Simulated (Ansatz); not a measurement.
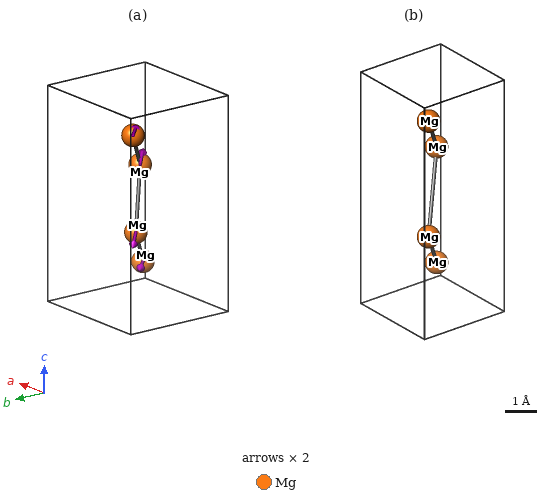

The structure of a crystal of Mg (built on the iodine_64 type) (coarse preliminary run) before (left) and after (right) a relaxation, at one scale. The purple arrows give the displacements (the part carried along by the change of the cell is left out), 2 times their true length.

A ball-and-stick model of the cell of the calculation, seen from a free direction.

Case: iodine type (Cmce, No. 64).

All numbers below come from DFT PBEsol, scalar-relativistic, plane waves, PAW (Ansatz).

Input file:
```yaml
crystal:
  lattice:
    - [2.9767141551, -1.967380341, 0.0]
    - [2.9767141551, 1.967380341, 0.0]
    - [0.0, 0.0, 8.0254347173]
  atoms:
    - { symbol: Mg, position: [0.85, 0.15, 0.117] }
    - { symbol: Mg, position: [0.65, 0.35, 0.617] }
    - { symbol: Mg, position: [0.15, 0.85, 0.883] }
    - { symbol: Mg, position: [0.35, 0.65, 0.383] }
basis:
  ecutwfc: 420
kpoints:
  mp_grid: { grid: [6, 6, 2] }
hamiltonian:
  xc: pbesol
scf:
  occupations: { method: gaussian, width: 0.1 }
  lower_state_search: "off"
output:
  forces: true
  stress: true
  eigenvalues: true
relax:
  adjacent_minimum: "off"
  f_tol: 0.04
  max_steps: 70
  cell: { stress_tol: 0.4 }
```

Describe what moved and what it gained.

The largest moves relative to the cell, 0.45 Å, are those of Mg1, Mg2, Mg3 and Mg4. Mg2 goes roughly along [1 −1 0]. The volume changes by −3.6 %, with a = b 3.568 → 3.250 Å (−8.9 %), c 8.025 → 8.596 Å (+7.1 %), γ 66.9° → 86.7°. Among the contacts that change: Mg1–Mg3 2.218 → 3.096 Å, Mg1–Mg4 3.663 → 3.194 Å, Mg1–Mg3 (another image) 3.606 → 3.195 Å, Mg1–Mg1 3.568 → 3.250 Å. Bond angles that change, for instance: Mg3–Mg1–Mg4 105.2° → 87.9°, Mg3–Mg1–Mg4 167.0° → 180.0°, Mg3–Mg1–Mg4 169.5° → 179.9°. The space group (tolerance 0.01 Å) goes from Cmce (No. 64) to Fmmm (No. 69). The energy falls by 738 meV per atom in 7 accepted moves (8 points after the start). The largest force component goes from 2.7 to 0.0026 eV/Å. Pressure: 6.58 GPa at the start and −0.06 GPa at the end. The SCF was repeated once at an unchanged geometry on a basis and grid sized afresh for the cell, which shifted the energy by 0.5 meV per atom at most. The run took roughly 24 core-seconds on a shared host.

Limits of the set-up: the k-point mesh is coarse for a cell with partly filled bands.
